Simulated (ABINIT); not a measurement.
# InAs: positron calculation (part 2 of 2)

The same run, continued: InAs (F-43m, 2 atoms in the cell); Kohn-Sham DFT of a periodic cell, PBEsol, JTH PAW PBE v2.0, no spin polarisation (ABINIT 10.8.3); cutoff 598.65 eV, 6×6×6 k-mesh, fermi-dirac of 0.05 eV. The structure derives from an entry of the Crystallography Open Database.

Geometry of the input (Å; fractional positions):
```
0.0000  3.0458  3.0458
3.0458  0.0000  3.0458
3.0458  3.0458  0.0000
In 0.0000  0.0000  0.0000
As 0.7500  0.7500  0.7500
```

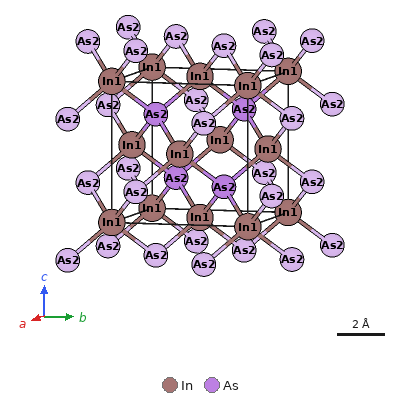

The structure as given in the input (ball-and-stick view of the cell 4 times as large as that of the calculation, set on its symmetry axes, seen slightly off an axis; neighbours outside the cell are drawn fainter; atoms are numbered from 1 in the order of the input).

### Output, continued
```
================================================================================

 ----iterations are completed or convergence reached----

 Mean square residual over all n,k,spin=   91.630E-09; max=  18.479E-06
 reduced coordinates (array xred) for    2 atoms
       0.000000000000      0.000000000000      0.000000000000
       0.750000000000      0.750000000000      0.750000000000
 rms dE/dt=  2.5780E-28; max dE/dt=  4.0390E-28; dE/dt below (all hartree)
    1       0.000000000000      0.000000000000     -0.000000000000
    2       0.000000000000      0.000000000000      0.000000000000

 cartesian coordinates (angstrom) at end:
    1      0.00000000000000     0.00000000000000     0.00000000000000
    2      4.56874096503562     4.56874096503562     4.56874096503562

 cartesian forces (hartree/bohr) at end:
    1      0.00000000000000     0.00000000000000    -0.00000000000000
    2     -0.00000000000000    -0.00000000000000     0.00000000000000
 frms,max,avg= 3.0943114E-29 4.6781591E-29   0.000E+00  0.000E+00  0.000E+00 h/b

 cartesian forces (eV/Angstrom) at end:
    1      0.00000000000000     0.00000000000000    -0.00000000000000
    2     -0.00000000000000    -0.00000000000000     0.00000000000000
 frms,max,avg= 1.5911589E-27 2.4056062E-27   0.000E+00  0.000E+00  0.000E+00 e/A
 length scales=  8.139901349818  8.139901349818  8.139901349818 bohr
              =  4.307450290400  4.307450290400  4.307450290400 angstroms
 Fermi (or HOMO) energy (hartree) =   0.13895   Average Vxc (hartree)=  -0.33488
 Eigenvalues (hartree) for nkpt=  16  k points:
 kpt#   1, nband= 18, wtk=  0.00463, kpt=  0.0000  0.0000  0.0000 (reduced coord)
  -1.14598   -1.14598   -1.14598   -1.14575   -1.14575   -0.38787   -0.38787   -0.38787
  -0.38357   -0.38357   -0.29461    0.12228    0.13763    0.13763    0.13763    0.27875
   0.27875    0.27875
      occupation numbers for kpt#   1
   2.00000    2.00000    2.00000    2.00000    2.00000    2.00000    2.00000    2.00000
   2.00000    2.00000    2.00000    1.99977    1.34502    1.34502    1.34502    0.00000
   0.00000    0.00000
 prteigrs : prtvol=0 or 1, do not print more k-points.

--- !EnergyTerms
iteration_state     : {dtset: 1, }
comment             : Components of total free energy in Hartree
kinetic             :  1.79005621723841E+01
hartree             :  6.08600362235667E+01
xc                  : -9.61238606225605E+00
Ewald energy        : -9.20462079284135E+01
psp_core            :  3.60363082965818E+00
local_psp           : -1.61855051245301E+02
PAW spherical_terms :  9.25141956754294E+00
internal            : -1.71897996442819E+02
'-kT*entropy'       : -3.46671903686197E-05
total_energy        : -1.71898031110009E+02
total_energy_eV     : -4.67758371945811E+03
...

--- !EnergyTermsDC
iteration_state     : {dtset: 1, }
comment             : '"Double-counting" decomposition of free energy'
band_energy         : -1.56202549288977E+01
Ewald energy        : -9.20462079284135E+01
psp_core            :  3.60363082965818E+00
xc_dc               : -6.29995616721924E+01
PAW spherical_terms : -4.83560272705253E+00
internal            : -1.71897996426898E+02
'-kT*entropy'       : -3.46671903686197E-05
total_energy_dc     : -1.71898031094088E+02
total_energy_dc_eV  : -4.67758371902489E+03
...

--- !EnergyTermsWithPAWCore
iteration_state     : {dtset: 1, }
comment             : 'Components of total free energy, including PAW core contributions'
Total energy        : -8.13847931147566E+03
Total energy DC     : -8.13847931145974E+03
Total energy (eV)   : -2.21459303999490E+05
Total energy DC (eV): -2.21459303999057E+05
...

 Cartesian components of stress tensor (hartree/bohr^3)
  sigma(1 1)= -4.39512229E-07  sigma(3 2)=  0.00000000E+00
  sigma(2 2)= -4.39512229E-07  sigma(3 1)=  0.00000000E+00
  sigma(3 3)= -4.39512229E-07  sigma(2 1)=  0.00000000E+00

-Cartesian components of stress tensor (GPa)         [Pressure=  1.2931E-02 GPa]
- sigma(1 1)= -1.29308962E-02  sigma(3 2)=  0.00000000E+00
- sigma(2 2)= -1.29308962E-02  sigma(3 1)=  0.00000000E+00
- sigma(3 3)= -1.29308962E-02  sigma(2 1)=  0.00000000E+00

================================================================================
== DATASET  2 ==================================================================

--- !DatasetInfo
iteration_state: {dtset: 2, }
dimensions: {natom: 2, nkpt: 1, mband: 1, nsppol: 1, nspinor: 1, nspden: 1, mpw: 947, }
cutoff_energies: {ecut:  22.0, pawecutdg:  44.0, }
electrons: {nelect:   1.00000000E+00, charge:   0.00000000E+00, occopt:   2.00000000E+00, tsmear:   1.00000000E-02, }
meta: {optdriver: 0, ionmov: 0, optcell: 0, iscf: 17, paral_kgb: 0, }
...

 mkfilename : getden/=0, take file _DEN from output of DATASET   1.

 Real(R)+Recip(G) space primitive vectors, cartesian coordinates (Bohr,Bohr^-1):
 R(1)=  0.0000000  5.7557794  5.7557794  G(1)= -0.0868692  0.0868692  0.0868692
 R(2)=  5.7557794  0.0000000  5.7557794  G(2)=  0.0868692 -0.0868692  0.0868692
 R(3)=  5.7557794  5.7557794  0.0000000  G(3)=  0.0868692  0.0868692 -0.0868692
 Unit cell volume ucvol=  3.8136640E+02 bohr^3
 Angles (23,13,12)=  6.00000000E+01  6.00000000E+01  6.00000000E+01 degrees

 Coarse grid specifications (used for wave-functions):

 getcut: wavevector=  0.0000  0.0000  0.0000  ngfft=  36  36  36
         ecut(hartree)=     22.000   => boxcut(ratio)=   2.09463

 Fine grid specifications (used for densities):

 getcut: wavevector=  0.0000  0.0000  0.0000  ngfft=  50  50  50
         ecut(hartree)=     44.000   => boxcut(ratio)=   2.05794

--- Pseudopotential description ------------------------------------------------
- pspini: atom type   1  psp file is ./In.GGA_PBE-JTH.xml
 Pseudopotential format is: paw10
 basis_size (lnmax)=  6 (lmn_size= 18), orbitals=   0   0   1   1   2   2
 Spheres core radius: rc_sph= 2.50644782
 Shapefunction is BESSEL type: shapef(r,l)=aa(1,l)*jl(q(1,l)*r)+aa(2,l)*jl(q(2,l)*r)
 Radius for shape functions =  1.40569481
 Compensation charge density is not taken into account in XC energy/potential

- pspini: atom type   2  psp file is ./As.GGA_PBE-JTH.xml
 Pseudopotential format is: paw10
 basis_size (lnmax)=  6 (lmn_size= 18), orbitals=   0   0   1   1   2   2
 Spheres core radius: rc_sph= 2.10391912
 Shapefunction is BESSEL type: shapef(r,l)=aa(1,l)*jl(q(1,l)*r)+aa(2,l)*jl(q(2,l)*r)
 Radius for shape functions =  1.70360438
 Compensation charge density is not taken into account in XC energy/potential

--------------------------------------------------------------------------------

================================================================================

--- !BeginCycle
iteration_state: {dtset: 2, }
solver: {iscf: 17, nstep: 80, nline: 4, wfoptalg: 10, }
tolerances: {toldfe: 1.00E-09, }
...

     iter   Etot(hartree)      deltaE(h)  residm     nres2
 ETOT  1  -171.21229553696    -1.712E+02 4.654E+01 5.104E-01
 ETOT  2  -171.61382620794    -4.015E-01 5.399E+00 4.784E-01
 ETOT  3  -171.75270442642    -1.389E-01 1.330E+00 6.321E-01
 ETOT  4  -171.84711453983    -9.441E-02 1.424E+00 4.066E-01
 ETOT  5  -172.00340775639    -1.563E-01 1.643E+00 4.737E-02
 ETOT  6  -172.12177223988    -1.184E-01 1.110E+00 2.311E-02
 ETOT  7  -172.23151223340    -1.097E-01 5.171E-01 8.999E-02
 ETOT  8  -172.28228050560    -5.077E-02 9.410E-02 1.464E-01
 ETOT  9  -172.29842547462    -1.614E-02 5.704E-02 1.845E-01
 ETOT 10  -172.30955297311    -1.113E-02 8.835E-03 5.199E-01
 ETOT 11  -172.31290237415    -3.349E-03 2.828E-02 3.896E-01
 ETOT 12  -172.31554426357    -2.642E-03 2.678E-03 4.902E-01
 ETOT 13  -172.31614027950    -5.960E-04 3.355E-04 5.144E-01
 ETOT 14  -172.31626825701    -1.280E-04 3.887E-04 9.615E-01
 ETOT 15  -172.31629835154    -3.009E-05 4.027E-04 7.129E-01
 ETOT 16  -172.31638847628    -9.012E-05 1.273E-04 9.094E-01
 ETOT 17  -172.31632061883     6.786E-05 1.027E-05 2.767E-01
 ETOT 18  -172.31633354637    -1.293E-05 1.674E-05 4.972E-02
 ETOT 19  -172.31635304244    -1.950E-05 1.542E-06 6.924E-03
 ETOT 20  -172.31632620177     2.684E-05 6.606E-05 8.610E-08
 ETOT 21  -172.31632629623    -9.446E-08 1.362E-07 4.206E-08
 ETOT 22  -172.31632632389    -2.766E-08 3.860E-07 4.654E-08
 ETOT 23  -172.31632633441    -1.051E-08 2.191E-08 1.738E-09
 ETOT 24  -172.31632633842    -4.013E-09 5.765E-08 4.532E-09
 ETOT 25  -172.31632633998    -1.560E-09 3.740E-09 2.509E-10
 ETOT 26  -172.31632634059    -6.104E-10 9.935E-09 2.968E-10
 ETOT 27  -172.31632634083    -2.418E-10 6.531E-10 4.879E-11

 At SCF step   27, etot is converged :
  for the second time, diff in etot=  2.418E-10 < toldfe=  1.000E-09

--- !ResultsGS
iteration_state: {dtset: 2, }
comment   : Summary of ground state results
lattice_vectors:
- [  0.0000000,   5.7557794,   5.7557794, ]
- [  5.7557794,   0.0000000,   5.7557794, ]
- [  5.7557794,   5.7557794,   0.0000000, ]
lattice_lengths: [   8.13990,    8.13990,    8.13990, ]
lattice_angles: [ 60.000,  60.000,  60.000, ] # degrees, (23, 13, 12)
lattice_volume:   3.8136640E+02
convergence: {deltae: -2.418E-10, res2:  4.879E-11, residm:  6.531E-10, diffor:  0.000E+00, }
etotal    :  -1.72316326E+02
entropy   :   0.00000000E+00
fermie    :  -4.18295247E-01
cartesian_stress_tensor: null
pressure_GPa: null
xred      :
- [  0.0000E+00,   0.0000E+00,   0.0000E+00, In]
- [  7.5000E-01,   7.5000E-01,   7.5000E-01, As]
cartesian_forces: null
force_length_stats: {min: null, max: null, mean: null, }
...

 Integrated electronic density in atomic spheres:
 ------------------------------------------------
 Atom  Sphere_radius  Integrated_density
    1        2.50645          0.04675892
    2        2.10392          0.01872644

--------------------------------------------------------------------------------
 Results for electron-positron annihilation:

 # Zero-positron density limit of Arponen and Pajanne fitted by Sterne & Kaiser
   Ref.: P.A. Sterne and J.H. Kaiser, Phys. Rev. B 43, 13892 (1991)
 # Enhancement factor of Sterne & Kaiser
   Ref.: P.A. Sterne and J.H. Kaiser, Phys. Rev. B 43, 13892 (1991)

 Positron lifetime                         (ps)   =  2.51174313E+02
 Positron lifetime with IPM for core elec. (ps)   =  2.51434541E+02
 Annihilation rate                         (ns-1) =  3.98129884E+00
 Annihilation rate with IPM for core elec. (ns-1) =  3.97717830E+00

 Annihilation rate core/valence decomposition:
   Core    contribution to ann.rate          (ns-1) =  7.99046293E-02
   Valence contribution to ann.rate          (ns-1) =  3.90139421E+00
   Core    contribution to ann.rate with IPM (ns-1) =  6.11773174E-02
   Valence contribution to ann.rate with IPM (ns-1) =  3.91600098E+00

 Annihilation rate PAW decomposition:
   Plane-wave contribution to ann.rate          (ns-1) =  3.85971026E+00
   Plane-wave valence contribution to ann.rate  (ns-1) =  3.82311692E+00
   On-site core contribution to ann.rate        (ns-1) =  4.33112902E-02
   On-site valence contribution to ann.rate     (ns-1) =  7.82772875E-02
   Plane-wave contribution to ann.rate with IPM (ns-1) =  3.84691201E+00
   Plane-wave core contrb. to ann.rate with IPM (ns-1) =  1.50657364E-02

      (*) IPM=Independent particle Model

================================================================================

 ----iterations are completed or convergence reached----

 Mean square residual over all n,k,spin=   65.309E-11; max=  65.309E-11
 reduced coordinates (array xred) for    2 atoms
       0.000000000000      0.000000000000      0.000000000000
       0.750000000000      0.750000000000      0.750000000000
 rms dE/dt=  0.0000E+00; max dE/dt=  0.0000E+00; dE/dt below (all hartree)
    1       0.000000000000      0.000000000000      0.000000000000
    2       0.000000000000      0.000000000000      0.000000000000

 cartesian coordinates (angstrom) at end:
    1      0.00000000000000     0.00000000000000     0.00000000000000
    2      4.56874096503562     4.56874096503562     4.56874096503562
 length scales=  8.139901349818  8.139901349818  8.139901349818 bohr
              =  4.307450290400  4.307450290400  4.307450290400 angstroms
 Fermi (or HOMO) energy (hartree) =  -0.41830   Average Vxc (hartree)=  -0.31404
 Eigenvalues (hartree) for nkpt=   1  k points:
 kpt#   1, nband=  1, wtk=  1.00000, kpt=  0.0000  0.0000  0.0000 (reduced coord)
  -0.41830

--- !EnergyTerms
iteration_state     : {dtset: 2, }
comment             : Components of total free energy in Hartree
kinetic             :  8.03425840321340E-02
local_psp           : -1.11753061953539E+00
PAW spherical_terms : -9.09755762034724E-03
positronic          : -1.04628559312359E+00
electronic          : -1.71898031094088E+02
electron_positron_interaction:  6.27990393877914E-01
total_energy        : -1.72316326293334E+02
total_energy_eV     : -4.68896611125640E+03
...

--- !EnergyTermsDC
iteration_state     : {dtset: 2, }
comment             : '"Double-counting" decomposition of free energy'
band_energy         : -4.18295246744318E-01
PAW spherical_terms :  0.00000000000000E+00
electron_positron_dc: -6.27990393877932E-01
positronic          : -1.04628564062224E+00
electronic          : -1.71898031094088E+02
electron_positron_interaction:  6.27990393877914E-01
total_energy_dc     : -1.72316326340833E+02
total_energy_dc_eV  : -4.68896611254891E+03
...

== END DATASET(S) ==============================================================
================================================================================

 -outvars: echo values of variables after computation  --------
            acell      8.1399013498E+00  8.1399013498E+00  8.1399013498E+00 Bohr
           etotal1    -1.7189803109E+02
           etotal2    -1.7231632634E+02
            fcart1     2.3390795720E-29  1.1695397860E-29 -4.6781591441E-29
                      -2.3390795720E-29 -1.1695397860E-29  4.6781591441E-29
            fcart2     9.9999999999E+99  9.9999999999E+99  9.9999999999E+99
                       9.9999999999E+99  9.9999999999E+99  9.9999999999E+99
            rprim      0.0000000000E+00  7.0710678120E-01  7.0710678120E-01
                       7.0710678120E-01  0.0000000000E+00  7.0710678120E-01
                       7.0710678120E-01  7.0710678120E-01  0.0000000000E+00
           strten1    -4.3951222915E-07 -4.3951222915E-07 -4.3951222914E-07
                       0.0000000000E+00  0.0000000000E+00  0.0000000000E+00
           strten2     9.9999999999E+99  9.9999999999E+99  9.9999999999E+99
                       9.9999999999E+99  9.9999999999E+99  9.9999999999E+99
           xangst      0.0000000000E+00  0.0000000000E+00  0.0000000000E+00
                       4.5687409650E+00  4.5687409650E+00  4.5687409650E+00
             xred      0.0000000000E+00  0.0000000000E+00  0.0000000000E+00
                       7.5000000000E-01  7.5000000000E-01  7.5000000000E-01
 Calculation completed.
```
